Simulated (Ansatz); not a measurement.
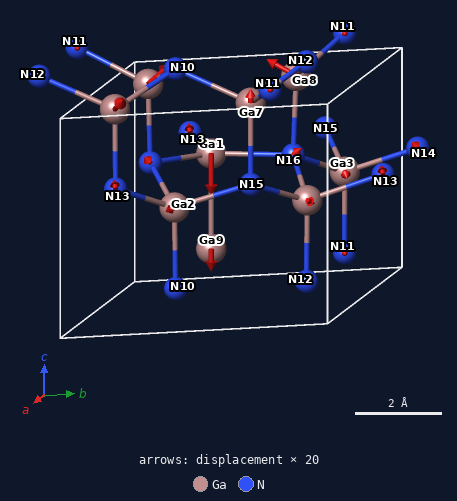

This is a relaxation of a defect cell of composition Ga$_{9}$N$_{7}$ (cell charge −1). The starting structure is drawn; red arrows show the displacements, 20 times their true length.

Style: ball-and-stick. Shown: the cell of the calculation, reduced to other axes, slightly off an axis. Lengths and directions refer to the drawn axes.

Case: Ga on a N site (b), charge -1, atoms relaxed at the host's cell.

These are results of DFT PBE, scalar-relativistic, plane waves, PAW (Ansatz 0.2.0), not measurements.

Input
```yaml
crystal:
  lattice:
    - [0.0, 0.0, -5.2431684262]
    - [6.4367416346, 1.0e-10, 0.0]
    - [-3.2183708173, -5.5743817732, 0.0]
  atoms:
    - { symbol: Ga, position: [0.6048574403, 0.1666666667, 0.3333333333], spin: 0.2 }
    - { symbol: Ga, position: [0.4879511502, 0.6677741054, 0.3355482108] }
    - { symbol: Ga, position: [0.4879511502, 0.1644517892, 0.8322258946] }
    - { symbol: Ga, position: [0.4879511502, 0.6677741054, 0.8322258946] }
    - { symbol: Ga, position: [-0.0188175469, 0.7976964334, 0.1488482167], spin: 0.2 }
    - { symbol: Ga, position: [-0.0188175469, 0.3511517833, 0.1488482167], spin: 0.2 }
    - { symbol: Ga, position: [-0.0146360618, 0.8333333333, 0.6666666667] }
    - { symbol: Ga, position: [-0.0188175469, 0.3511517833, 0.7023035666], spin: 0.2 }
    - { symbol: Ga, position: [0.1703812111, 0.1666666667, 0.3333333333], spin: 0.2 }
    - { symbol: "N", position: [0.1190136261, 0.670179274, 0.340358548] }
    - { symbol: "N", position: [0.1190136261, 0.159641452, 0.829820726] }
    - { symbol: "N", position: [0.1190136261, 0.670179274, 0.829820726] }
    - { symbol: "N", position: [0.6204861658, 0.8104894392, 0.1552447196] }
    - { symbol: "N", position: [0.6204861658, 0.3447552804, 0.1552447196] }
    - { symbol: "N", position: [0.6134972248, 0.8333333333, 0.6666666667] }
    - { symbol: "N", position: [0.6204861658, 0.3447552804, 0.6895105608] }
  host:
    lattice:
      - [3.2183708173, 0.0, 0.0]
      - [-1.6091854087, 2.7871908866, 0.0]
      - [0.0, 0.0, 5.2431684262]
    atoms:
      - { symbol: Ga, position: [0.6666666667, 0.3333333333, 0.4991348648] }
      - { symbol: Ga, position: [0.3333333333, 0.6666666667, 0.9991348648] }
      - { symbol: "N", position: [0.6666666667, 0.3333333333, 0.8758651352] }
      - { symbol: "N", position: [0.3333333333, 0.6666666667, 0.3758651352] }
total_charge: -1
basis:
  ecutwfc: 420
  xc_grid: 2
kpoints:
  mp_grid: { grid: [3, 3, 3], shift: [0.0, 0.0, 0.0] }
hamiltonian:
  xc: pbe
scf:
  occupations: { method: gaussian, width: 0.01 }
output:
  forces: true
  stress: false
  eigenvalues: true
  populations: true
  charged_corrections:
    defect_position: [0.12413486, 0.16666667, 0.33333333]
    epsilon: [[10.4928, 0.0, 0.0], [0.0, 10.4928, 0.0], [0.0, 0.0, 11.6882]]
  write_density: true
  write_potential: true
  elf: true
  volumetric_format: npy
magnetization:
  spin_polarized: true
relax:
  adjacent_minimum: "off"
  f_tol: 0.025
  max_steps: 45
```

Run as
```bash
ansatz run input.yaml --threads 4 --pin off --max-ram 8192MiB --backend cpu --events-out ev --progress --plain --runs-dir out
```

### What did the optimiser do to the structure, and how much energy did it gain?

The largest move is that of Ga1, 0.050 Å along −c. By element the largest moves are Ga 0.050 Å, N 0.013 Å. The cell doesn't change. Near-neighbour distances that change, for instance: Ga5–Ga9 2.284 → 2.231 Å, Ga1–Ga9 2.278 → 2.255 Å, Ga2–N15 1.960 → 1.973 Å, Ga7–N15 1.950 → 1.963 Å. Among the angles between lasting bonds that change: Ga5–N10–Ga6 96.2° → 98.7°. After 3 geometry steps the energy has fallen by 84.5 meV per cell of the calculation. Largest force component: 0.84 eV/Å at the start, 0.019 eV/Å at the end.

Limits of the set-up: the k-point mesh is coarse for a cell with partly filled bands; the periodic images lie only 5.2 Å apart, so the values are limited by the cell's size; the cell is charged, on a uniform background, and energies carry no finite-size correction.
